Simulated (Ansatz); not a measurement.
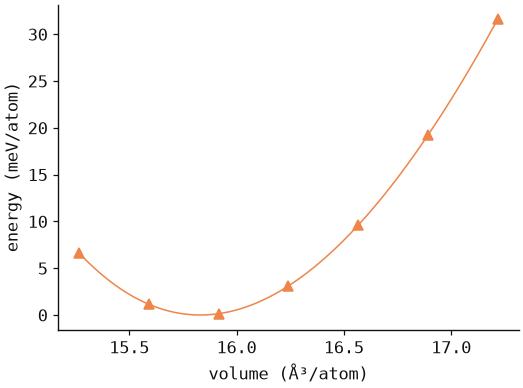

Plotted: energy against volume for Al₂Cu, space group P4/mmm (No. 123).

Structure:
```
CELL_PARAMETERS angstrom
4.10518 0.00000 0.00000
0.00000 4.10518 0.00000
0.00000 0.00000 2.89131
ATOMIC_POSITIONS crystal
Cu 0.00000 0.00000 0.00000
Al 0.00000 0.50000 0.50000
Al 0.50000 0.00000 0.50000
```

How it was computed, with Ansatz 0.2.0: all-electron LAPW DFT, no spin polarisation; energies at scaled volumes of the given cell, shape and fractions fixed, counted from the fit's minimum, third-order Birch-Murnaghan fit. Level: PBEsol.

```tsv
setting	value
k mesh	7×7×9
occupations	Fermi–Dirac
smearing width	0.05 eV
potentials	all electron LAPW, scalar relativistic
program settings	basis error eV/atom 0.001
```

From this curve and the settings, what does the calculation give for the pressure at the same points?

The pressure falls from 3.89 GPa at volume 15.27 Å³/atom to −6.74 GPa at 17.22 Å³/atom, and changes sign near 15.84 Å³/atom.

| volume (Å³/atom) | pressure (GPa) |
| --- | --- |
| 15.27 | 3.89 |
| 15.59 | 1.55 |
| 15.92 | −0.52 |
| 16.24 | −2.36 |
| 16.57 | −3.99 |
| 16.89 | −5.44 |
| 17.22 | −6.74 |

Limits of the calculation: shape and atomic fractions are frozen while scaling, which makes layered, chain and framework solids too stiff.
